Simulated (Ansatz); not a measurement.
# GaS2: what a guessed cell relaxes into

The task: take a trial cell of GaS2 to zero force and stress.

Method: DFT PBE, scalar-relativistic, plane waves, PAW, in Ansatz 0.2.0.

**1. The structure to begin with**

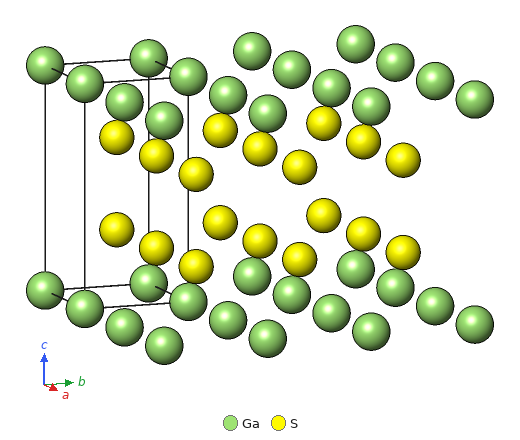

The starting structure, seen slightly off an axis (gallium green, sulfur yellow). 3×3×1 cells are drawn. Atoms on the faces are drawn again on the opposite ones.

Coordinates:

```xyz
3
Lattice="3.1033 0.0000 0.0000 0.0000 3.1033 0.0000 0.0000 0.0000 6.4029" Properties=species:S:1:pos:R:3 pbc="T T T"
Ga    0.0000    0.0000    0.0000
S     1.5517    1.5517    1.8889
S     1.5517    1.5517    4.5140
```

Recipe of the guess: species swapped into a database cell of Ga2Cu (P4/mmm, No. 123), with S on the Ga sites and Ga on the Cu sites. Lengths come from tabulated atomic sizes and are only a guess.

**2. Probe: one point on a coarse mesh**

File input.yaml:

```yaml
crystal:
  lattice:
    - [3.10330692, 0.0, 0.0]
    - [0.0, 3.10330692, 0.0]
    - [0.0, 0.0, 6.40290117]
  atoms:
    - { symbol: Ga, position: [0.0, 0.0, 0.0] }
    - { symbol: S, position: [0.5, 0.5, 0.29499999] }
    - { symbol: S, position: [0.5, 0.5, 0.70500001] }
basis:
  ecutwfc: 420
kpoints:
  mp_grid: { grid: [6, 6, 4] }
hamiltonian:
  xc: pbe
scf:
  occupations: { method: gaussian, width: 0.1 }
  lower_state_search: "off"
output:
  forces: true
  stress: true
  eigenvalues: true
```

Command:

```bash
> ansatz run input.yaml --threads 1 --pin off --max-ram 2560MiB --backend cpu --events-out ev --progress --plain --runs-dir out
```

The log of the run:

```text
[... 31 lines left out ...]
SCF 1 converged in 6 iterations: F = -5585.698095 eV  dr2 = 5.50e-8
SCF converged after 6 iterations
Free energy (F): -5585.698095 eV
Harris-Foulkes:  -5585.698095 eV  (|F-HF|=6.40e-8)
Internal energy: -5585.688234 eV  (E = F + TS)
E sigma→0 (E₀):  -5585.693165 eV
Entropy (-TS):   -0.009860 eV (-3.287 meV/atom)
Fermi energy:    6.263626 eV
--- Per-component energies (eV) ---
  E_band       = -68.308105
  E_kinetic    = 318.981683
  E_local      = -2508.855779  (includes V_loc(G=0)·N_el)
  E_nonlocal   = 481.303243
  E_hartree    = 1142.041778
  E_xc         = -259.222766
  E_vxc        = -227.148629  (∫ρ·V_xc dr)
  E_paw        = -3186.448436  (= ΣΔE_a)
  E_vpaw       = -416.673258  (= ΣTr[D̂ρ^β])
  E_aug_tail   = -0.000112  (compensation charges beyond the density's cutoff)
  E_ewald      = -1573.487844
  E_smearing   = -0.009860  (= −TS)
  E_closure    = -0.000000  (closes the sum)
  Σ components = -5585.698095   (vs F -5585.698095, Δ=0.00e0)
--- Forces (eV/Å), atoms counted from 1 ---
  atom   1  Ga     0.00000000     0.00000000     0.00000000
  atom   2  S      0.00000000     0.00000000     0.06979849
  atom   3  S      0.00000000     0.00000000    -0.06979849
  max |Σ_I F_I| component: 7.89e-31 eV/Å
--- Stress (GPa, compression-positive) ---
       -1.904742       0.000000       0.000000
        0.000000      -1.904742       0.000000
        0.000000       0.000000     -10.724879
  P = ⅓ Tr σ = -4.8448 GPa (-48.448 kbar)
--- Band table (eV; the first three rows and the last of 30) ---
  k-point 0: bands = ["-8.3031", "-8.2095", "-8.1326", "-8.1326", "-8.1150", "-7.8002", "-6.2260", "-1.3473", "5.6073", "5.7713", "5.9770", "5.9770", "7.0308", "7.0308", "11.7718", "12.4380", "13.2561"]
  k-point 1: bands = ["-8.3032", "-8.2082", "-8.1326", "-8.1326", "-8.1150", "-7.6590", "-6.5203", "-0.7023", "3.3779", "6.0896", "6.0896", "6.8594", "6.8594", "7.7096", "11.4232", "13.1206", "13.4317"]
  k-point 2: bands = ["-8.3032", "-8.2072", "-8.1326", "-8.1326", "-8.1150", "-7.4093", "-6.9047", "0.4125", "1.7521", "6.2905", "6.2905", "6.6022", "6.6022", "8.5873", "11.0610", "13.8551", "14.0391"]
  k-point 29: bands = ["-8.3036", "-8.2013", "-8.2013", "-8.1071", "-8.0558", "-5.3353", "-4.2215", "2.5825", "2.5825", "2.7302", "2.7302", "3.8263", "4.3289", "6.2294", "8.7557", "9.0181", "9.0181"]
```

It took 1.4 s on 1 thread of Intel Xeon Platinum 8488C (Sapphire Rapids), shared host; peak memory 0.37 GiB.

Read-out: pressure -4.8 GPa, largest force 0.07 eV/Å, gap on this mesh none (metal). A cheap, loose relaxation comes first.

**3. Coarse relaxation**

input.yaml: that of step 2 with these lines changed.

```diff
@@ -22 +22,6 @@
   eigenvalues: true
+relax:
+  adjacent_minimum: "off"
+  f_tol: 0.04
+  max_steps: 70
+  cell: { stress_tol: 0.4 }
```

Command:

```bash
> ansatz run input.yaml --threads 1 --pin off --max-ram 2560MiB --backend cpu --events-out ev --progress --plain --runs-dir out
```

The log of the run:

```text
Warning: RAYON_NUM_THREADS=1 ignored (pool sized by the plan → 1); use --threads N
Engine: ansatz 0.2.0, x86_64-unknown-linux-gnu
Pseudopotentials: kind: paw
Pseudopotential: Ga, paw, valence charge 13, recommended cutoff 420 eV (normal), Ga.paw.azcp
Pseudopotential: S, paw, valence charge 6, recommended cutoff 420 eV (normal), S.paw.azcp
Functional definition: PBE
  parameter kappa = 0.804
  parameter beta = 0.06672455060314922
  exchange = pbe_x(kappa = kappa, mu = beta*pi^2/3)
  correlation = pbe_c(beta = beta)
Crystal: 3 atoms, lattice volume = 61.663 Å³
Basis set: ecut = 420 eV, 1189 PW (Γ), exchange–correlation on 48×48×90 points (8 copies of the dense FFT grid, shifted against one another)
Bands: 17, of which v1, the nominal top of the filled ones, is band 13 counted from 1 (12 counted from 0)
Symmetry: 16 space group operations
Space group: P4/mmm (ITA 123), of the structure as read, at distance tolerance 4.0e-5 Å
k-points: 30 of 144
Non-local potential: Ga, projectors of the file, l = 0: 2, l = 1: 2, l = 2: 3, l = 3: 1
Non-local potential: S, projectors of the file, l = 0: 2, l = 1: 2, l = 2: 2
PAW form: soft (Blöchl's): semilocal exchange-correlation on the pseudo side does not see the compensation charge
PAW one-centre angular grid: Ga, 590 points (default); XC on 64 Gauss nodes
PAW one-centre angular grid: S, 110 points (default); XC on 64 Gauss nodes
Initial density: superposition of atomic densities (neutral atoms: chi_scale 0, normalization atom), corrected by the library's trained network
Initial wavefunctions: pseudopotential atomic-orbital guess
Functional: x = pbe(κ = 0.804, μ = 0.2195149727645171), c = pbe(β = 0.06672455060314922)
SCF iter   1: F=—  HF=-5585.701533 eV  |F-HF|=—  |Δ(HF+E_count)|=         —  Δρ=4.50e-3  dr2=1.33e-2  ethr=1.77e-3  ⟨swp⟩=5.2  Hψ=2623  notcnv=0
preconditioner: auto → LDOS  [metal: Δε(μ)=0.027 eV  Ē_g=12.659 eV  σ=0.100 eV  W_gap=0.15  n_scr=16 (ndim 8)  ℏωp=23.6 eV  f_vac=0.014  D(μ)=1.93/eV (n_scr^D=16)  β→1.0]
SCF iter   2: F=—  HF=-5585.699257 eV  |F-HF|=—  |Δ(HF+E_count)|=   2.28e-3  Δρ=2.17e-3  dr2=3.63e-3  ethr=5.32e-5  ⟨swp⟩=2.0  Hψ=1119  notcnv=0  defer=4
SCF iter   3: F=—  HF=-5585.698343 eV  |F-HF|=—  |Δ(HF+E_count)|=   9.14e-4  Δρ=6.99e-4  dr2=5.54e-4  ethr=1.45e-5  ⟨swp⟩=2.0  Hψ=871  notcnv=0  defer=4
SCF iter   4: F=—  HF=-5585.698107 eV  |F-HF|=—  |Δ(HF+E_count)|=   2.36e-4  Δρ=1.54e-4  dr2=2.67e-5  ethr=2.22e-6  ⟨swp⟩=2.1  Hψ=826  notcnv=0  defer=4
SCF iter   5: F=—  HF=-5585.698096 eV  |F-HF|=—  |Δ(HF+E_count)|=   1.09e-5  Δρ=5.41e-5  dr2=2.01e-6  ethr=1.07e-7  ⟨swp⟩=2.0  Hψ=640  notcnv=0  defer=4
SCF iter   6: F=-5585.698095 eV  HF=-5585.698095 eV  |F-HF|=6.40e-8  |Δ(HF+E_count)|=   1.29e-6  Δρ=1.20e-5  dr2=5.50e-8  ethr=4.00e-10  ⟨swp⟩=4.1  Hψ=2299  notcnv=0
SCF 1 converged in 6 iterations: F = -5585.698095 eV  dr2 = 5.50e-8
relax step   1: F+E_penalty+E_count = -5585.69809486 eV  Δ(F+E_penalty+E_count) = +0.000e0 eV  max|allowed force component| = 6.980e-2 eV/Å  Δτ_max = 0.0000 Å  P = -4.845 GPa  Ω = 61.663 Å³  (6 SCF iters, dr2 threshold 1.00e-7 eV, accepted)
Crystal: 3 atoms, lattice volume = 58.010 Å³
Basis set: ecut = 420 eV, 1165 PW (Γ), exchange–correlation on 48×48×90 points (8 copies of the dense FFT grid, shifted against one another)
Initial density: handed on by an earlier stage of this run
Initial wavefunctions: those handed on with the density
iter 1 solved again at ethr=5.64e-5 eV; its pass at ethr=3.10e-3 eV (dr2=1.41e-2 eV) is discarded
SCF iter   1: F=—  HF=-5585.907737 eV  |F-HF|=—  |Δ(HF+E_count)|=         —  Δρ=4.02e-3  dr2=1.37e-2  ethr=5.64e-5  ⟨swp⟩=2.0  Hψ=3336  notcnv=0
preconditioner: auto → Kerker (q_TF=auto, 2.371 Å⁻¹)  [metal: Δε(μ)=0.073 eV  Ē_g=12.942 eV  σ=0.100 eV  W_gap=0.40  n_scr=16 (ndim 8)  ℏωp=24.4 eV  f_vac=0.009  D(μ)=1.35/eV (n_scr^D=6)]
SCF iter   2: F=—  HF=-5585.905856 eV  |F-HF|=—  |Δ(HF+E_count)|=   1.88e-3  Δρ=2.26e-3  dr2=5.76e-3  ethr=5.48e-5  ⟨swp⟩=1.0  Hψ=510  notcnv=0
SCF iter   3: F=—  HF=-5585.904727 eV  |F-HF|=—  |Δ(HF+E_count)|=   1.13e-3  Δρ=6.07e-4  dr2=5.99e-4  ethr=2.30e-5  ⟨swp⟩=2.4  Hψ=771  notcnv=0
SCF iter   4: F=—  HF=-5585.904620 eV  |F-HF|=—  |Δ(HF+E_count)|=   1.06e-4  Δρ=4.68e-4  dr2=2.40e-4  ethr=2.40e-6  ⟨swp⟩=2.0  Hψ=721  notcnv=0
SCF iter   5: F=—  HF=-5585.904660 eV  |F-HF|=—  |Δ(HF+E_count)|=   4.00e-5  Δρ=1.28e-4  dr2=1.53e-5  ethr=9.61e-7  ⟨swp⟩=2.1  Hψ=857  notcnv=0
SCF iter   6: F=—  HF=-5585.904678 eV  |F-HF|=—  |Δ(HF+E_count)|=   1.79e-5  Δρ=4.28e-5  dr2=1.33e-6  ethr=6.13e-8  ⟨swp⟩=2.1  Hψ=714  notcnv=0
SCF iter   7: F=-5585.904682 eV  HF=-5585.904682 eV  |F-HF|=2.65e-7  |Δ(HF+E_count)|=   3.67e-6  Δρ=9.97e-6  dr2=6.93e-8  ethr=1.20e-9  ⟨swp⟩=6.7  Hψ=2556  notcnv=0
SCF 2 converged in 7 iterations: F = -5585.904682 eV  dr2 = 6.93e-8
relax step   2: F+E_penalty+E_count = -5585.90468207 eV  Δ(F+E_penalty+E_count) = -2.066e-1 eV  max|allowed force component| = 1.092e-1 eV/Å  Δτ_max = 0.0179 Å  P = -2.195 GPa  Ω = 58.010 Å³  energy of the carried Pulay correction = +4.018e-4 eV  (7 SCF iters, dr2 threshold 3.00e-7 eV, accepted)
Crystal: 3 atoms, lattice volume = 56.428 Å³
Basis set: ecut = 420 eV, 1083 PW (Γ), exchange–correlation on 48×48×90 points (8 copies of the dense FFT grid, shifted against one another)
iter 1 solved again at ethr=6.05e-5 eV; its pass at ethr=3.10e-3 eV (dr2=1.51e-2 eV) is discarded
SCF iter   1: F=—  HF=-5586.129118 eV  |F-HF|=—  |Δ(HF+E_count)|=         —  Δρ=6.06e-3  dr2=1.49e-2  ethr=6.05e-5  ⟨swp⟩=2.1  Hψ=4103  notcnv=0
preconditioner: auto → Kerker (q_TF=auto, 2.382 Å⁻¹)  [metal: Δε(μ)=0.054 eV  Ē_g=13.134 eV  σ=0.100 eV  W_gap=0.30  n_scr=16 (ndim 8)  ℏωp=24.7 eV  f_vac=0.009  D(μ)=2.66/eV (n_scr^D=20)]
SCF iter   2: F=—  HF=-5586.126369 eV  |F-HF|=—  |Δ(HF+E_count)|=   2.75e-3  Δρ=3.45e-3  dr2=5.35e-3  ethr=5.94e-5  ⟨swp⟩=1.2  Hψ=537  notcnv=0
SCF iter   3: F=—  HF=-5586.125371 eV  |F-HF|=—  |Δ(HF+E_count)|=   9.98e-4  Δρ=5.66e-4  dr2=1.88e-4  ethr=2.14e-5  ⟨swp⟩=2.1  Hψ=786  notcnv=0
SCF iter   4: F=—  HF=-5586.125281 eV  |F-HF|=—  |Δ(HF+E_count)|=   9.03e-5  Δρ=4.28e-4  dr2=8.79e-5  ethr=7.52e-7  ⟨swp⟩=3.2  Hψ=1011  notcnv=0
SCF iter   5: F=—  HF=-5586.125314 eV  |F-HF|=—  |Δ(HF+E_count)|=   3.34e-5  Δρ=1.68e-4  dr2=2.38e-5  ethr=3.51e-7  ⟨swp⟩=2.3  Hψ=862  notcnv=0
SCF iter   6: F=—  HF=-5586.125315 eV  |F-HF|=—  |Δ(HF+E_count)|=   1.05e-6  Δρ=7.54e-5  dr2=4.34e-6  ethr=9.51e-8  ⟨swp⟩=2.8  Hψ=908  notcnv=0
SCF iter   7: F=—  HF=-5586.125317 eV  |F-HF|=—  |Δ(HF+E_count)|=   1.51e-6  Δρ=2.31e-5  dr2=3.02e-7  ethr=1.20e-9  ⟨swp⟩=5.8  Hψ=3210  notcnv=0
SCF iter   8: F=-5586.125317 eV  HF=-5586.125317 eV  |F-HF|=1.91e-8  |Δ(HF+E_count)|=   8.19e-8  Δρ=7.79e-6  dr2=4.60e-8  ethr=1.20e-9  ⟨swp⟩=5.6  Hψ=2319  notcnv=0
SCF 3 converged in 8 iterations: F = -5586.125317 eV  dr2 = 4.60e-8
relax step   3: F+E_penalty+E_count = -5586.12531671 eV  Δ(F+E_penalty+E_count) = -2.206e-1 eV  max|allowed force component| = 6.122e-1 eV/Å  Δτ_max = 0.0042 Å  P = -0.075 GPa  Ω = 56.428 Å³  energy of the carried Pulay correction = +5.836e-4 eV  (8 SCF iters, dr2 threshold 3.00e-7 eV, accepted)
[... from here on, the SCF cycles and remarks between the steps are left out ...]
relax step   4: F+E_penalty+E_count = -5586.37189905 eV  Δ(F+E_penalty+E_count) = -2.466e-1 eV  max|allowed force component| = 4.490e-1 eV/Å  Δτ_max = 0.0002 Å  P = +3.490 GPa  Ω = 54.112 Å³  energy of the carried Pulay correction = +8.587e-4 eV  (8 SCF iters, dr2 threshold 3.00e-7 eV, accepted)
relax step   5: F+E_penalty+E_count = -5586.64171616 eV  Δ(F+E_penalty+E_count) = -2.698e-1 eV  max|allowed force component| = 3.206e-1 eV/Å  Δτ_max = 0.0014 Å  P = +5.766 GPa  Ω = 53.525 Å³  energy of the carried Pulay correction = +9.302e-4 eV  (6 SCF iters, dr2 threshold 3.00e-7 eV, accepted)
relax step   6: F+E_penalty+E_count = -5586.89566630 eV  Δ(F+E_penalty+E_count) = -2.540e-1 eV  max|allowed force component| = 3.097e-1 eV/Å  Δτ_max = 0.0521 Å  P = +5.683 GPa  Ω = 54.610 Å³  energy of the carried Pulay correction = +7.986e-4 eV  (6 SCF iters, dr2 threshold 3.00e-7 eV, accepted)
relax step   7: F+E_penalty+E_count = -5586.99812712 eV  Δ(F+E_penalty+E_count) = -1.025e-1 eV  max|allowed force component| = 4.935e-1 eV/Å  Δτ_max = 0.0023 Å  P = -0.621 GPa  Ω = 60.829 Å³  energy of the carried Pulay correction = +8.961e-5 eV  (6 SCF iters, dr2 threshold 3.00e-7 eV, accepted)
relax step   8: F+E_penalty+E_count = -5587.03493388 eV  Δ(F+E_penalty+E_count) = -3.681e-2 eV  max|allowed force component| = 4.036e-1 eV/Å  Δτ_max = 0.0189 Å  P = -0.458 GPa  Ω = 62.055 Å³  energy of the carried Pulay correction = -4.168e-5 eV  (6 SCF iters, dr2 threshold 3.00e-7 eV, accepted)
relax step   9: F+E_penalty+E_count = -5587.00762819 eV  Δ(F+E_penalty+E_count) = +2.731e-2 eV  max|allowed force component| = 9.554e-1 eV/Å  Δτ_max = 0.0527 Å  P = +0.627 GPa  Ω = 64.021 Å³  energy of the carried Pulay correction = -2.470e-4 eV  (6 SCF iters, dr2 threshold 3.00e-7 eV, rejected (line search))
relax step  10: F+E_penalty+E_count = -5587.04177974 eV  Δ(F+E_penalty+E_count) = -6.846e-3 eV  max|allowed force component| = 8.397e-2 eV/Å  Δτ_max = 0.0161 Å  P = -0.078 GPa  Ω = 62.428 Å³  energy of the carried Pulay correction = -8.116e-5 eV  (7 SCF iters, accepted)
relax step  11: F+E_penalty+E_count = -5587.04207196 eV  Δ(F+E_penalty+E_count) = -2.922e-4 eV  max|allowed force component| = 6.178e-3 eV/Å  Δτ_max = 0.0057 Å  P = +0.009 GPa  Ω = 62.517 Å³  energy of the carried Pulay correction = -9.052e-5 eV  (4 SCF iters, dr2 threshold 3.00e-7 eV, accepted)
relax step  12: F+E_penalty+E_count = -5587.05497828 eV  Δ(F+E_penalty+E_count) = -1.291e-2 eV  max|allowed force component| = 5.302e-3 eV/Å  Δτ_max = 0.0000 Å  P = +0.388 GPa  Ω = 62.517 Å³  stress off target by 5.71e-1 GPa  SCF on the basis re-selected at this cell (its energy is not comparable with the rows above)  (6 SCF iters)
relax step  13: F+E_penalty+E_count = -5587.05638975 eV  Δ(F+E_penalty+E_count) = -1.411e-3 eV  max|allowed force component| = 4.743e-3 eV/Å  Δτ_max = 0.0004 Å  P = +0.130 GPa  Ω = 63.117 Å³  energy of the carried Pulay correction = -6.438e-5 eV  (4 SCF iters, dr2 threshold 3.00e-7 eV, accepted)
Basis set: ecut = 420 eV, 1209 PW (Γ), exchange–correlation on 50×50×72 points (8 copies of the dense FFT grid, shifted against one another)
iter 1 solved again at ethr=2.57e-7 eV; its pass at ethr=3.10e-3 eV (dr2=6.43e-5 eV) is discarded
SCF iter   1: F=—  HF=-5587.056152 eV  |F-HF|=—  |Δ(HF+E_count)|=         —  Δρ=2.06e-4  dr2=6.48e-7  ethr=2.57e-7  ⟨swp⟩=3.0  Hψ=4109  notcnv=0
preconditioner: auto → LDOS  [insulator: Δε(μ)=0.101 eV  Ē_g=13.173 eV  σ=0.100 eV  W_gap=0.51  n_scr=14 (ndim 8)  ℏωp=23.4 eV  f_vac=0.024  D(μ)=1.63/eV (n_scr^D=6)  ε∞_Penn≈4.1  β→1.0]
SCF iter   2: F=—  HF=-5587.056448 eV  |F-HF|=—  |Δ(HF+E_count)|=   2.96e-4  Δρ=5.94e-6  dr2=2.89e-8  ethr=2.59e-9  ⟨swp⟩=2.0  Hψ=802  notcnv=0
SCF iter   3: F=—  HF=-5587.056448 eV  |F-HF|=—  |Δ(HF+E_count)|=   2.29e-8  Δρ=4.08e-6  dr2=2.19e-8  ethr=7.68e-12  ⟨swp⟩=6.9  Hψ=2721  notcnv=0
SCF iter   4: F=-5587.056448 eV  HF=-5587.056448 eV  |F-HF|=2.34e-10  |Δ(HF+E_count)|=   6.44e-9  Δρ=1.08e-6  dr2=1.13e-9  ethr=7.68e-12  ⟨swp⟩=3.0  Hψ=2037  notcnv=0
SCF 14 converged in 4 iterations: F = -5587.056448 eV  dr2 = 1.13e-9
relax step  14: F+E_penalty+E_count = -5587.05644769 eV  Δ(F+E_penalty+E_count) = -5.794e-5 eV  max|allowed force component| = 4.805e-3 eV/Å  Δτ_max = 0.0000 Å  P = +0.128 GPa  Ω = 63.117 Å³  stress off target by 1.54e-1 GPa  SCF on the basis re-selected at this cell (its energy is not comparable with the rows above)  (4 SCF iters)
basis re-selected at this cell: Δ(F+E_penalty+E_count) = -5.794e-5 eV, ΔP = -0.002 GPa vs the last step (what re-selecting the basis moved, of the pressure what is left beyond the Pulay correction that the steps carried, after the strain that the cell walked since its last selection, with what the two solves' SCF thresholds leave and, on support functions, any second-order correction that the steps lacked; it is no measure of the basis error at this ecutwfc). The dense FFT grid was sized anew with the basis: this SCF ran on 25×25×36 points, the steps before it on 24×24×36, so part of this shift can come from that change (see relax.cell in the input reference). This SCF's stress stands 1.54e-1 GPa from its target on what of the cell is left free (relax.cell.stress_tol is 4.00e-1 GPa) and its largest allowed force component is 4.81e-3 eV/Å (relax.f_tol is 4.00e-2 eV/Å): within both
SCF converged after 4 iterations
Free energy (F): -5587.056448 eV
Harris-Foulkes:  -5587.056448 eV  (|F-HF|=2.34e-10)
Internal energy: -5587.048320 eV  (E = F + TS)
E sigma→0 (E₀):  -5587.052384 eV
Entropy (-TS):   -0.008127 eV (-2.709 meV/atom)
Fermi energy:    6.430512 eV
--- Per-component energies (eV) ---
  E_band       = -75.355790
  E_kinetic    = 325.084055
  E_local      = -2377.607877  (includes V_loc(G=0)·N_el)
  E_nonlocal   = 480.005619
  E_hartree    = 1071.355884
  E_xc         = -261.977705
  E_vxc        = -230.676972  (∫ρ·V_xc dr)
  E_paw        = -3185.579150  (= ΣΔE_a)
  E_vpaw       = -414.872383  (= ΣTr[D̂ρ^β])
  E_aug_tail   = -0.000109  (compensation charges beyond the density's cutoff)
  E_ewald      = -1638.329038
  E_smearing   = -0.008127  (= −TS)
  E_closure    = -0.000000  (closes the sum)
  Σ components = -5587.056448   (vs F -5587.056448, Δ=0.00e0)
--- Forces (eV/Å), atoms counted from 1 ---
  atom   1  Ga    -0.00000000     0.00000000     0.00000000
  atom   2  S      0.00000000     0.00000000    -0.00480523
  atom   3  S      0.00000000     0.00000000     0.00480523
  max |Σ_I F_I| component: 8.67e-19 eV/Å
--- Stress (GPa, compression-positive) ---
        0.154024       0.000000       0.000000
        0.000000       0.154024       0.000000
        0.000000       0.000000       0.075205
  P = ⅓ Tr σ = 0.1278 GPa (1.278 kbar)
--- Band table (eV; the first three rows and the last of 30) ---
  k-point 0: bands = ["-9.3252", "-8.0910", "-8.0781", "-8.0516", "-8.0516", "-8.0442", "-4.2148", "-1.6818", "3.1595", "3.1595", "4.5096", "6.7659", "6.7659", "10.3561", "11.2735", "11.5754", "11.5754"]
  k-point 1: bands = ["-9.1101", "-8.0910", "-8.0816", "-8.0522", "-8.0522", "-8.0442", "-5.4025", "0.1164", "3.4291", "3.4291", "4.4093", "5.9784", "5.9784", "8.5037", "10.0781", "11.6359", "12.6935"]
  k-point 2: bands = ["-8.8169", "-8.0929", "-8.0909", "-8.0527", "-8.0527", "-8.0441", "-6.2462", "2.5329", "3.2278", "3.8834", "3.8834", "5.1332", "5.1332", "7.7402", "8.5999", "12.5906", "12.8632"]
  k-point 29: bands = ["-8.2282", "-8.1739", "-8.0755", "-8.0755", "-8.0433", "-8.0136", "-4.7906", "2.1231", "2.1231", "2.5775", "2.5775", "2.9917", "3.3001", "7.8601", "7.8663", "12.2038", "12.2038"]
--- Relaxed structure (12 steps of the walk, 11 accepted, 2 SCFs on fresh bases) ---
  F+E_penalty+E_count = -5587.05644769 eV   max|allowed force component| = 4.805e-3 eV/Å   (the final SCF, on the basis selected at the relaxed cell)
  cell:  # Å, volume = 63.1168 Å³
    - [3.5981998442747374, -3.7820721083069377e-34, 0.0]
    - [2.2692432649841625e-34, 3.5981998442747374, 0.0]
    - [0.0, 0.0, 4.874998468222603]
  atoms:
    - { symbol: Ga, position: [1.191514447416174e-34, -3.965654222241351e-35, 0.0] }
    - { symbol: S, position: [0.5, 0.5, 0.29175795819640676] }
    - { symbol: S, position: [0.5, 0.5, 0.7082420418035932] }
```

It took 25 s on 1 thread of Intel Xeon Platinum 8488C (Sapphire Rapids), shared host; peak memory 0.39 GiB.

Step by step:

```
step  E - E(step 1) (eV/cell)  largest force component (eV/Å)  pressure (GPa)  volume (Å³)
   1                   0.0000                          0.0698           -4.84        61.66
   2                  -0.2066                          0.1092           -2.20        58.01
   3                  -0.4272                          0.6122           -0.08        56.43
   4                  -0.6738                          0.4490            3.49        54.11
   5                  -0.9436                          0.3206            5.77        53.52
   6                  -1.1976                          0.3097            5.68        54.61
   7                  -1.3000                          0.4935           -0.62        60.83
   8                  -1.3368                          0.4036           -0.46        62.05
   9                  -1.3095                          0.9554            0.63        64.02
  10                  -1.3437                          0.0840           -0.08        62.43
  11                  -1.3440                          0.0062            0.01        62.52
  12                  -1.3569                          0.0053            0.39        62.52
  13                  -1.3583                          0.0047            0.13        63.12
  14                  -1.3584                          0.0048            0.13        63.12
```

Step 1 is the start. Steps 12, 14 each repeat the geometry before them on a plane-wave basis chosen anew, so the energy can jump there without any move. Step 9 was tried and not accepted.

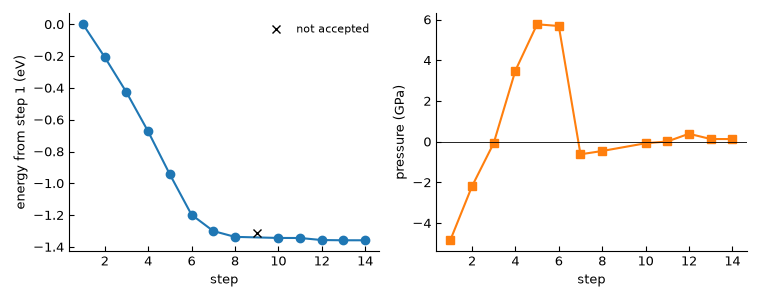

Energy and pressure along the relaxation.

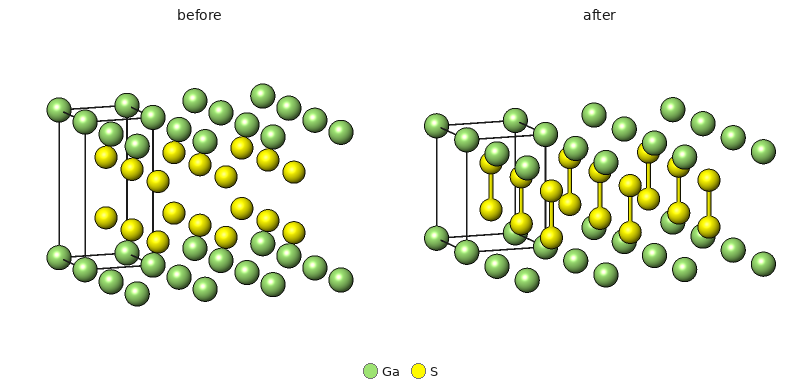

The structure before (left) and after (right) the relaxation, drawn at the same scale.

|  | before | after | change |
| --- | --- | --- | --- |
| a (Å) | 3.103 | 3.598 | +15.9 % |
| b (Å) | 3.103 | 3.598 | +15.9 % |
| c (Å) | 6.403 | 4.875 | -23.9 % |
| volume (Å³/atom) | 20.55 | 21.04 | +2.4 % |
| shortest distance (Å) | 2.625 | 2.030 | -22.7 % |
| space group (0.01 Å) | P4/mmm | P4/mmm | same |

The run keeps the 16 symmetry operations of the start, so it could not have lowered the symmetry.

[end of part 1 of 2]
